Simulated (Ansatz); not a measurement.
## Run report: TaN, single-point calculation (part 1 of 2)

The run: single-point calculation of TaN (P6₃/mmc, 48 atoms in the cell). Method and program: DFT PBE, scalar-relativistic, plane waves, PAW, no spin polarisation (Ansatz 0.2.0).

The structure derives from an entry of the Crystallography Open Database.

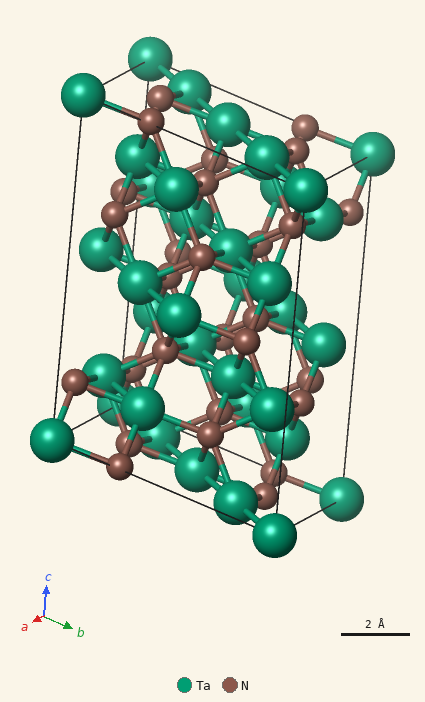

Figure 1. The input geometry (ball-and-stick view of the cell of the calculation, seen slightly off an axis). An atom can appear more than once, as a periodic image. Near neighbours in the periodic cell (some may lie outside the picture): Ta has 6 N at 2.15 Å and 2 Ta at 2.46 Å; N has 6 Ta at 2.15 Å.

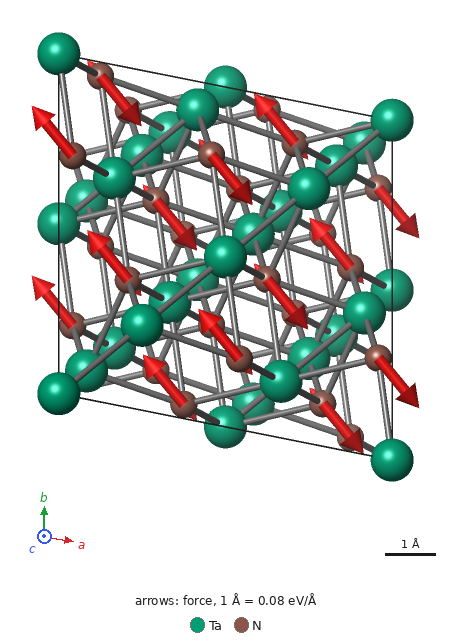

Figure 2. Forces on the atoms as red arrows (ball-and-stick view of the cell of the calculation, along the c axis). The largest act on all 24 N atoms (0.10 eV/Å). Atoms are counted from 1 in the order of the input and aren't labelled in the picture. The geometry is not a stationary point of this energy.

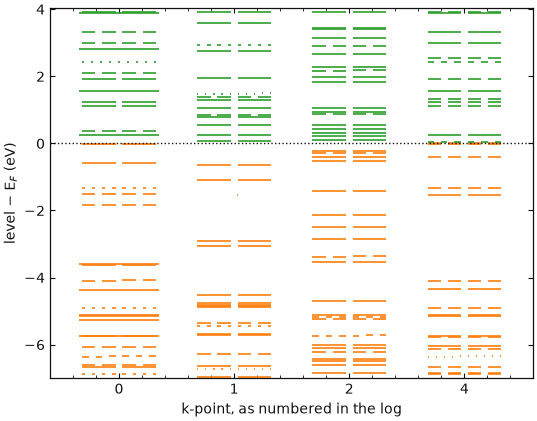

Figure 3. Kohn–Sham levels near the Fermi level (dotted) at the few k-points that the log prints; levels within 0.02 eV of each other stand side by side. The system is metallic on the full mesh.

The input and output of the run follow.

## Input file
```yaml
crystal:
  lattice:
    - [-4.572, 2.639645, 4.918]
    - [4.572, -2.639645, 4.918]
    - [4.572, 7.918936, -4.918]
  atoms:
    - { symbol: Ta, position: [0.0, 0.0, 0.0] }
    - { symbol: Ta, position: [0.5, 0.5, 0.0] }
    - { symbol: Ta, position: [0.333333, 0.833333, 0.166667] }
    - { symbol: Ta, position: [0.833333, 0.333333, 0.166667] }
    - { symbol: Ta, position: [0.666667, 0.666667, 0.333333] }
    - { symbol: Ta, position: [0.166667, 0.166667, 0.333333] }
    - { symbol: Ta, position: [0.0, 0.5, 0.5] }
    - { symbol: Ta, position: [0.5, 0.0, 0.5] }
    - { symbol: Ta, position: [0.333333, 0.333333, 0.666667] }
    - { symbol: Ta, position: [0.833333, 0.833333, 0.666667] }
    - { symbol: Ta, position: [0.666667, 0.166667, 0.833333] }
    - { symbol: Ta, position: [0.166667, 0.666667, 0.833333] }
    - { symbol: Ta, position: [0.25, 0.25, 0.0] }
    - { symbol: Ta, position: [0.75, 0.75, 0.0] }
    - { symbol: Ta, position: [0.583333, 0.083333, 0.166667] }
    - { symbol: Ta, position: [0.083333, 0.583333, 0.166667] }
    - { symbol: Ta, position: [0.916667, 0.916667, 0.333333] }
    - { symbol: Ta, position: [0.416667, 0.416667, 0.333333] }
    - { symbol: Ta, position: [0.25, 0.75, 0.5] }
    - { symbol: Ta, position: [0.75, 0.25, 0.5] }
    - { symbol: Ta, position: [0.583333, 0.583333, 0.666667] }
    - { symbol: Ta, position: [0.083333, 0.083333, 0.666667] }
    - { symbol: Ta, position: [0.916667, 0.416667, 0.833333] }
    - { symbol: Ta, position: [0.416667, 0.916667, 0.833333] }
    - { symbol: "N", position: [0.291666, 0.125, 0.166667] }
    - { symbol: "N", position: [0.791666, 0.625, 0.166667] }
    - { symbol: "N", position: [0.625, 0.958334, 0.333333] }
    - { symbol: "N", position: [0.125, 0.458334, 0.333333] }
    - { symbol: "N", position: [0.958333, 0.791667, 0.5] }
    - { symbol: "N", position: [0.458333, 0.291667, 0.5] }
    - { symbol: "N", position: [0.291666, 0.625, 0.666667] }
    - { symbol: "N", position: [0.791666, 0.125, 0.666667] }
    - { symbol: "N", position: [0.625, 0.458334, 0.833333] }
    - { symbol: "N", position: [0.125, 0.958334, 0.833333] }
    - { symbol: "N", position: [0.958333, 0.291667, 0.0] }
    - { symbol: "N", position: [0.458333, 0.791667, 0.0] }
    - { symbol: "N", position: [0.375, 0.541666, 0.166667] }
    - { symbol: "N", position: [0.875, 0.041666, 0.166667] }
    - { symbol: "N", position: [0.708334, 0.375, 0.333333] }
    - { symbol: "N", position: [0.208334, 0.875, 0.333333] }
    - { symbol: "N", position: [0.041667, 0.208333, 0.5] }
    - { symbol: "N", position: [0.541667, 0.708333, 0.5] }
    - { symbol: "N", position: [0.375, 0.041666, 0.666667] }
    - { symbol: "N", position: [0.875, 0.541666, 0.666667] }
    - { symbol: "N", position: [0.708334, 0.875, 0.833333] }
    - { symbol: "N", position: [0.208334, 0.375, 0.833333] }
    - { symbol: "N", position: [0.041667, 0.708333, 0.0] }
    - { symbol: "N", position: [0.541667, 0.208333, 0.0] }
basis:
  ecutwfc: 420
  fft_grid_basis: typed
kpoints:
  mp_grid: { grid: [2, 2, 2] }
hamiltonian:
  xc: pbe
  pseudopotentials: { kind: paw }
scf:
  occupations: { method: gaussian, width: 0.05 }
output:
  forces: true
  stress: false
  eigenvalues: true
  bader: false
  write_density: true
  volumetric_format: npy
```

Command:
```bash
ansatz run input.yaml --threads 8 --pin off --max-ram 16384MiB --backend cpu --events-out ev --progress --plain --runs-dir out
```

## The program's output
```
Warning: the atoms were moved onto the symmetric positions of the space group found under crystal.symmetry.tolerance 1.0e-5 (fractional; no operation is sought that the atoms, as they stand in a round, miss by more than twice it, and no atom is moved by as much as it), and the run uses the moved positions. Before a round's move an operation carried an atom to 1.16e-5 Å from where it should land, the largest such distance. Atom 2 (counting from 0) moved farthest, by 5.79e-6 Å; the longest move in fractions of the cell, of whichever atom, is 0.05 of the tolerance, in 1 round. To run the atoms as typed, lower crystal.symmetry.tolerance until the operations that they miss are no longer found, or set crystal.symmetry.detect: false (a key that needs symmetry detection or time reversal refuses this as the deck is read). The positions used, in the order of the run's atom list: position: [0.0, 0.0, 0.0]; position: [0.5, 0.5, 0.0]; position: [0.33333333333333337, 0.8333333333333334, 0.16666666666666666]; position: [0.8333333333333334, 0.33333333333333337, 0.16666666666666666]; position: [0.6666666666666666, 0.6666666666666666, 0.33333333333333337]; position: [0.16666666666666666, 0.16666666666666666, 0.33333333333333337]; position: [0.0, 0.5, 0.5]; position: [0.5, 0.0, 0.5]; position: [0.33333333333333337, 0.33333333333333337, 0.6666666666666666]; position: [0.8333333333333334, 0.8333333333333334, 0.6666666666666666]; position: [0.6666666666666666, 0.16666666666666666, 0.8333333333333334]; position: [0.16666666666666666, 0.6666666666666666, 0.8333333333333334]; position: [0.25, 0.25, 0.0]; position: [0.75, 0.75, 0.0]; position: [0.5833333333333334, 0.08333333333333336, 0.16666666666666666]; position: [0.08333333333333336, 0.5833333333333334, 0.16666666666666666]; position: [0.9166666666666666, 0.9166666666666666, 0.33333333333333337]; position: [0.41666666666666663, 0.41666666666666663, 0.33333333333333337]; position: [0.25, 0.75, 0.5]; position: [0.75, 0.25, 0.5]; position: [0.5833333333333334, 0.5833333333333334, 0.6666666666666666]; position: [0.08333333333333336, 0.08333333333333336, 0.6666666666666666]; position: [0.9166666666666666, 0.41666666666666663, 0.8333333333333334]; position: [0.41666666666666663, 0.9166666666666666, 0.8333333333333334]; position: [0.2916663333333333, 0.12500033333333335, 0.16666666666666666]; position: [0.7916663333333334, 0.6250003333333334, 0.16666666666666666]; position: [0.6249996666666666, 0.9583336666666666, 0.33333333333333337]; position: [0.12499966666666663, 0.4583336666666667, 0.33333333333333337]; position: [0.958333, 0.791667, 0.5]; position: [0.458333, 0.291667, 0.5]; position: [0.2916663333333333, 0.6250003333333334, 0.6666666666666666]; position: [0.7916663333333334, 0.12500033333333335, 0.6666666666666666]; position: [0.6249996666666666, 0.4583336666666667, 0.8333333333333334]; position: [0.12499966666666663, 0.9583336666666666, 0.8333333333333334]; position: [0.958333, 0.291667, 0.0]; position: [0.458333, 0.791667, 0.0]; position: [0.3750003333333333, 0.5416663333333334, 0.16666666666666666]; position: [0.8750003333333334, 0.04166633333333332, 0.16666666666666666]; position: [0.7083336666666666, 0.3749996666666666, 0.33333333333333337]; position: [0.2083336666666667, 0.8749996666666666, 0.33333333333333337]; position: [0.041667, 0.208333, 0.5]; position: [0.541667, 0.708333, 0.5]; position: [0.3750003333333333, 0.04166633333333332, 0.6666666666666666]; position: [0.8750003333333334, 0.5416663333333334, 0.6666666666666666]; position: [0.7083336666666666, 0.8749996666666666, 0.8333333333333334]; position: [0.2083336666666667, 0.3749996666666666, 0.8333333333333334]; position: [0.041667, 0.708333, 0.0]; position: [0.541667, 0.208333, 0.0]; The lattice was moved too: crystal.lattice keeps the space group found at crystal.symmetry.tolerance 1.0e-5 only nearly: the operation that it misses by the most changes a squared length by the fraction 1.73e-7. The run uses the lattice that is a stretch of the typed one, with no rotation, onto the one that keeps every operation to a double's rounding (on a very oblique basis the stretch itself rounds by more); the deck's lattice vector that moved farthest moved by 3.96e-7 Å. To run the lattice as typed, set crystal.symmetry.tolerance under 1.73e-7, the least fraction by which an operation that the lattice misses changes a squared length (the same key also sets how far an atom may lie from its image, so lowering it can lose operations that the atoms keep only within it), or set crystal.symmetry.detect: false, as for the atoms. crystal.lattice made exact, in Å and degrees: [[-4.571999885655081, 2.6396451980512317, 4.918], [4.571999885655081, -2.639645198051232, 4.918], [4.571999656965208, 7.918936198051227, -4.918]]. Pasted over the deck's crystal.lattice, beside positions in fractional coordinates, it runs the same cell (given as lengths and angles, that cell in the form's own orientation, a rigid turn of the misfit's size from the one run here, for which a checkpoint.post_process_only pass over this run's state can be refused: where this run relaxes nothing, give such a pass this deck's own crystal.lattice, as typed; behind a relaxation, as crystal.lattice, the state's own cell, identity.cell in its checkpoint.json), and a matrix so pasted ends this notice, except on a very skew basis of the lattice, where the rounding of the pasted numbers themselves can read as a misfit: the cell is then moved again, and that move is told again. The lattice as run is in this notice's lattice.as_run_ang field (Run.prep()["deck_notices"] in Python, the deck_notice line of an events file, deck_notices of ansatz run --dry-run=json, or deck_notices in record.json in the deck's checkpoint.write directory).
Engine: ansatz 0.2.0, aarch64-unknown-linux-gnu
Pseudopotentials: kind: paw
Pseudopotential: Ta, paw, valence charge 13, recommended cutoff 420 eV (normal), Ta.paw.azcp
Pseudopotential: N, paw, valence charge 5, recommended cutoff 420 eV (normal), N.paw.azcp
Functional definition: PBE
  parameter kappa = 0.804
  parameter beta = 0.06672455060314922
  exchange = pbe_x(kappa = kappa, mu = beta*pi^2/3)
  correlation = pbe_c(beta = beta)
Crystal: 48 atoms, lattice volume = 474.821 Å³
Basis set: ecut = 420 eV, 9315 PW (Γ), exchange–correlation on 100×100×144 points (8 copies of the dense FFT grid, shifted against one another)
Bands: 264, of which v1, the nominal top of the filled ones, is band 216 counted from 1 (215 counted from 0)
Symmetry: 96 space group operations
Space group: P63/mmc (ITA 194), of the structure as read, at distance tolerance 7.8e-5 Å
k-points: 5 of 8
Non-local potential: Ta, projectors of the file, l = 0: 3, l = 1: 2, l = 2: 2, l = 3: 1
Non-local potential: N, projectors of the file, l = 0: 2, l = 1: 2, l = 2: 1
PAW form: soft (Blöchl's): semilocal exchange-correlation on the pseudo side does not see the compensation charge
PAW one-centre angular grid: Ta, 590 points (default); XC on 64 Gauss nodes
PAW one-centre angular grid: N, 110 points (default); XC on 64 Gauss nodes
Initial density: superposition of atomic densities (neutral atoms: chi_scale 0, normalization atom), corrected by the library's trained network
Initial wavefunctions: pseudopotential atomic-orbital guess
Functional: x = pbe(κ = 0.804, μ = 0.2195149727645171), c = pbe(β = 0.06672455060314922)
SCF iter   1: F=—  HF=-247601.226310 eV  |F-HF|=—  |Δ(HF+E_count)|=         —  Δρ=1.60e-2  dr2=6.46e-1  ethr=1.77e-3  ⟨swp⟩=6.2  Hψ=5010  notcnv=0  defer=63
preconditioner: auto → Resta (q_TF=auto, 2.686 Å⁻¹)  ε∞=8.0  [insulator: Δε(μ)=0.066 eV  Ē_g=10.001 eV  σ=0.050 eV  W_gap=0.55  n_scr=154 (ndim 8)  ℏωp=26.4 eV  f_vac=0.000  D(μ)=53.59/eV (n_scr^D=748)  ε∞_Penn≈8.0]
SCF iter   2: F=—  HF=-247601.092598 eV  |F-HF|=—  |Δ(HF+E_count)|=   1.34e-1  Δρ=8.70e-3  dr2=1.85e-1  ethr=1.49e-4  ⟨swp⟩=1.6  Hψ=1538  notcnv=0  defer=106
preconditioner: auto → Kerker (q_TF=auto, 2.686 Å⁻¹)  [metal: Δε(μ)=0.046 eV  Ē_g=9.997 eV  σ=0.050 eV  W_gap=0.41  n_scr=154 (ndim 8)  ℏωp=26.4 eV  f_vac=0.000  D(μ)=53.58/eV (n_scr^D=748)]
SCF iter   3: F=—  HF=-247601.051951 eV  |F-HF|=—  |Δ(HF+E_count)|=   4.06e-2  Δρ=7.82e-4  dr2=1.15e-3  ethr=4.28e-5  ⟨swp⟩=2.0  Hψ=1637  notcnv=0  defer=106
SCF iter   4: F=—  HF=-247601.052426 eV  |F-HF|=—  |Δ(HF+E_count)|=   4.75e-4  Δρ=2.13e-4  dr2=1.77e-4  ethr=2.66e-7  ⟨swp⟩=2.0  Hψ=2125  notcnv=0  defer=106
SCF iter   5: F=—  HF=-247601.052167 eV  |F-HF|=—  |Δ(HF+E_count)|=   2.59e-4  Δρ=6.42e-5  dr2=1.75e-5  ethr=4.09e-8  ⟨swp⟩=2.0  Hψ=1705  notcnv=0  defer=106
SCF iter   6: F=—  HF=-247601.052308 eV  |F-HF|=—  |Δ(HF+E_count)|=   1.41e-4  Δρ=8.57e-6  dr2=2.25e-7  ethr=4.05e-9  ⟨swp⟩=2.0  Hψ=1761  notcnv=0  defer=106
SCF iter   7: F=-247601.052308 eV  HF=-247601.052308 eV  |F-HF|=6.40e-10  |Δ(HF+E_count)|=   4.40e-8  Δρ=1.73e-6  dr2=9.08e-9  ethr=2.31e-11  ⟨swp⟩=33.6  Hψ=5984  notcnv=0
SCF 1 converged in 7 iterations: F = -247601.052308 eV  dr2 = 9.08e-9
  greatest PAW one-centre occupation: 0.999 electrons in one spin orbital (limit 2), on the Ta atom at site 11 (counted from 0), in its partial waves of l = 0
SCF converged after 7 iterations
Free energy (F): -247601.052308 eV
Harris-Foulkes:  -247601.052308 eV  (|F-HF|=6.40e-10)
Internal energy: -247600.983235 eV  (E = F + TS)
E sigma→0 (E₀):  -247601.017772 eV
Entropy (-TS):   -0.069073 eV (-1.439 meV/atom)
Fermi energy:    22.930701 eV
--- Per-component energies (eV) ---
  E_band       = -396.650039
  E_kinetic    = 12262.143307
  E_local      = -13800.494630  (includes V_loc(G=0)·N_el)
  E_nonlocal   = 1503.167257
  E_hartree    = 4868.771917
  E_xc         = -6784.514498
  E_vxc        = -6864.154166  (∫ρ·V_xc dr)
  E_paw        = -204626.542706  (= ΣΔE_a)
  E_vpaw       = -3234.855416  (= ΣTr[D̂ρ^β])
  E_aug_tail   = 0.006569  (compensation charges beyond the density's cutoff)
  E_ewald      = -41023.520451
  E_smearing   = -0.069073  (= −TS)
  E_closure    = 0.000000  (closes the sum)
  Σ components = -247601.052308   (vs F -247601.052308, Δ=0.00e0)
```
